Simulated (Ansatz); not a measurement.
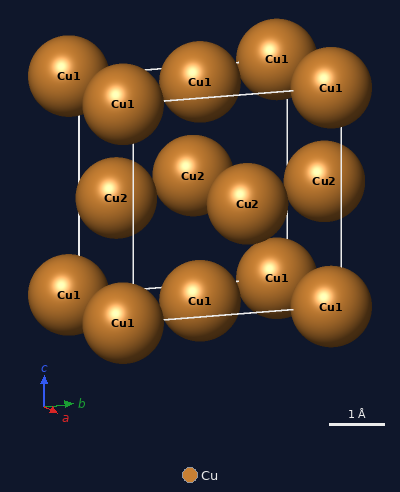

Fig. 1: The structure as given in the input (spheres-only view of the cell 2 times as large as that of the calculation, set on its symmetry axes, seen slightly off an axis; atoms are numbered from 1 in the order of the input). An atom can appear more than once, as a periodic image.

# Mending a single-point calculation on Cu

System: Cu (Cmcm, 2 atoms in the cell).
Method of run 1: DFT, PBEsol, plane waves, PAW (Ansatz 0.2.0).

The structure derives from a Materials Project entry. Text and figures count atoms from 1; the logs count them from 0 in places.

Input, run 1:
```yaml
crystal:
  lattice:
    - [-1.4450917219, 1.4450917219, 1.3600072129]
    - [1.4450917219, -1.4450917219, 1.3600072129]
    - [2.8901834438, 2.8901834438, 0.0]
  atoms:
    - { symbol: Cu, position: [-0.0489316194, 0.0489316194, 0.0] }
    - { symbol: Cu, position: [0.5489316194, 0.4510683806, 0.5] }
basis:
  ecutwfc: 420
kpoints:
  mp_grid: { grid: [26, 26, 14] }
hamiltonian:
  xc: pbesol
scf:
  occupations: { method: gaussian, width: 0.15 }
  max_iter: 80
output:
  forces: true
  eigenvalues: true
  stress: true
magnetization:
  spin_polarized: 2.5
```

Launched with:
```bash
ansatz run input.yaml --threads 2 --pin off --max-ram 5120MiB --backend cpu --events-out ev --progress --plain --runs-dir out
```

Hardware: 2 threads of Intel Xeon @ 2.50GHz (Skylake/Cascade Lake), 189 GiB of memory available, shared host.

Output (run 1):
```
Error: YAML parse error: error: line 23 column 19: invalid boolean (strict mode expects true/false)
  --> <input>:23:19
   |
21 |   stress: true
22 | magnetization:
23 |   spin_polarized: 2.5
   |                   ^ invalid boolean (strict mode expects true/false)
```

### Diagnose this run and give a change of the input that cures it.

The input was spoiled on purpose: a value of the wrong type (`magnetization.spin_polarized`). The program refused the input: “YAML parse error: error: line 23 column 19: invalid boolean (strict mode expects true/false) --> <input>:23:19 | 21 | stress: true 22 | magnetization: 23 | spin_polarized: 2.5 | ^ invalid boolean (strict mode expects true/false)”

A run of the same system that converges differs from this input as follows (lines with − go, lines with + come):
```diff
-  max_iter: 80
-magnetization:
-  spin_polarized: 2.5
```

Output, shortened to warnings, some set-up lines, iterations and results (run 2):
```
Basis set: ecut = 420 eV, 451 PW (Γ), exchange–correlation on 36×36×60 points (8 copies of the dense FFT grid, shifted against one another)
Symmetry: 8 space group operations
k-points: 1464 of 9464
Initial density: superposition of atomic densities (neutral atoms: chi_scale 0, normalization atom), corrected by the library's trained network
[...]
SCF iter   1: F=—  HF=-13177.498353 eV  |F-HF|=—  |Δ(HF+E_count)|=         —  Δρ=2.17e-2  dr2=5.54e-2  ethr=1.77e-3  ⟨swp⟩=5.0  Hψ=123804  notcnv=0
SCF iter   2: F=—  HF=-13177.486579 eV  |F-HF|=—  |Δ(HF+E_count)|=   1.18e-2  Δρ=5.29e-3  dr2=3.64e-3  ethr=1.46e-4  ⟨swp⟩=2.4  Hψ=60708  notcnv=0  defer=28
SCF iter   3: F=—  HF=-13177.485856 eV  |F-HF|=—  |Δ(HF+E_count)|=   7.22e-4  Δρ=1.41e-3  dr2=2.53e-4  ethr=9.58e-6  ⟨swp⟩=1.1  Hψ=33586  notcnv=0  defer=30
SCF iter   4: F=—  HF=-13177.485763 eV  |F-HF|=—  |Δ(HF+E_count)|=   9.31e-5  Δρ=7.02e-5  dr2=3.21e-7  ethr=6.66e-7  ⟨swp⟩=2.4  Hψ=48472  notcnv=0  defer=30
SCF iter   5: F=—  HF=-13177.485765 eV  |F-HF|=—  |Δ(HF+E_count)|=   2.26e-6  Δρ=8.21e-6  dr2=4.32e-9  ethr=8.44e-10  ⟨swp⟩=2.0  Hψ=58203  notcnv=0  defer=30
SCF iter   6: F=-13177.485765 eV  HF=-13177.485765 eV  |F-HF|=1.46e-11  |Δ(HF+E_count)|=   7.95e-9  Δρ=2.83e-7  dr2=9.00e-12  ethr=1.14e-11  ⟨swp⟩=2.4  Hψ=112452  notcnv=0
SCF 1 converged in 6 iterations: F = -13177.485765 eV  dr2 = 9.00e-12
SCF converged after 6 iterations
Free energy (F): -13177.485765 eV
Harris-Foulkes:  -13177.485765 eV  (|F-HF|=1.46e-11)
Internal energy: -13177.477705 eV  (E = F + TS)
E sigma→0 (E₀):  -13177.481735 eV
Entropy (-TS):   -0.008061 eV (-4.030 meV/atom)
Fermi energy:    17.422886 eV
--- Per-component energies (eV) ---
  E_band       = -694.176465
  E_kinetic    = 601.232720
  E_local      = -7958.635508  (includes V_loc(G=0)·N_el)
  E_nonlocal   = 782.455979
  E_hartree    = 3504.896627
  E_xc         = -178.718180
  E_vxc        = -231.666472  (∫ρ·V_xc dr)
  E_paw        = -3251.872083  (= ΣΔE_a)
  E_vpaw       = -897.357153  (= ΣTr[D̂ρ^β])
  E_aug_tail   = 0.000494  (compensation charges beyond the density's cutoff)
  E_ewald      = -6677.250158
  E_core_change = 0.412404  (= ΣΔE_core)
  E_smearing   = -0.008061  (= −TS)
  E_closure    = -0.000000  (closes the sum)
  Σ components = -13177.485765   (vs F -13177.485765, Δ=0.00e0)
--- Forces (eV/Å), atoms counted from 1 ---
  atom   1  Cu     0.00962494    -0.00962494     0.00000000
  atom   2  Cu    -0.00962494     0.00962494     0.00000000
  max |Σ_I F_I| component: 1.73e-18 eV/Å
--- Stress (GPa, compression-positive) ---
        1.217437      -1.802601      -0.000000
       -1.802601       1.217437       0.000000
       -0.000000       0.000000      -2.279295
  P = ⅓ Tr σ = 0.0519 GPa (0.519 kbar)
```

The two runs side by side:

| quantity | run 1 | run 2 |
| --- | --- | --- |
| outcome | refused | converged |
| free energy per atom (eV) | – | −6588.7429 |
| gap on the mesh (eV) | – | 0.00 |
| pressure (GPa) | – | 0.05 |
| volume per atom (Å³) | – | 11.36 |
| largest force (eV/Å) | – | 0.014 |
| SCF iterations | – | 6 |
| irreducible k-points | – | 1464 |
| plane waves at Γ | – | 451 |
